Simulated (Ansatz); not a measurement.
System: rocksalt LiH, space group Fm-3m (No. 225), 2 atoms in the primitive cell, relaxed with r2SCAN; cubic a = 4.006 Å. Starting point: PBE, Ansatz PAW set, no spin polarisation, no spin-orbit coupling, 8×8×8 k mesh, 420 eV cutoff, fixed occupations (Ansatz 0.2.0). Many-body step: G0W0 with empty bands 36, screening cutoff 100 eV and frequency treatment contour deformation.

In PBE the smallest gap over these k points is 2.98 eV, with direct gaps of 2.98 eV at X, 4.65 eV at K and 5.50 eV at W.

**What does G0W0 give?**

Over the k points that were corrected, the smallest gap goes from 2.98 eV in PBE (direct at X) to 4.74 eV in G0W0 (direct at X), a change of +1.76 eV (+59 %). Counted from the valence top, the lowest empty level moves by +1.76 eV at X, +1.81 eV at K and +1.84 eV at W; over the 6 points that were corrected the shifts run from +1.75 to +1.85 eV: a spread of 0.10 eV on a mean of 1.80 eV, so one scissor shift describes this level well. The top filled level also moves against the valence top, by −0.10 eV at L. Down to 2.6 eV under the top, the filled levels drop by about 0.04 eV more for each eV of depth, so the valence band is stretched by about 4 %.

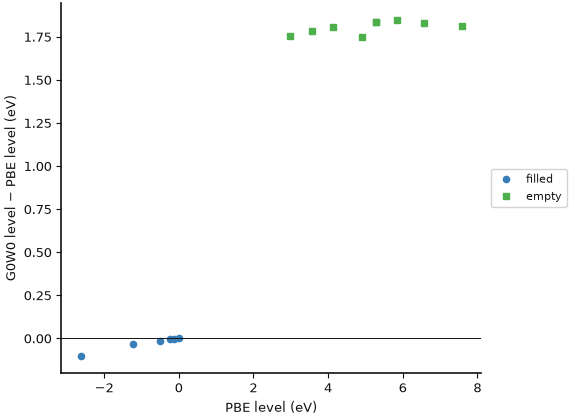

Change of each level from PBE to G0W0 against its PBE energy, both sets counted from their own valence top.

```
k point  PBE direct gap (eV)  G0W0 direct gap (eV)
      X                 2.98                  4.74
      K                 4.65                  6.47
      W                 5.50                  7.35
```

The k mesh is thin for GW. Bands, cutoffs and mesh are finite, so these values aren't at the basis limit.
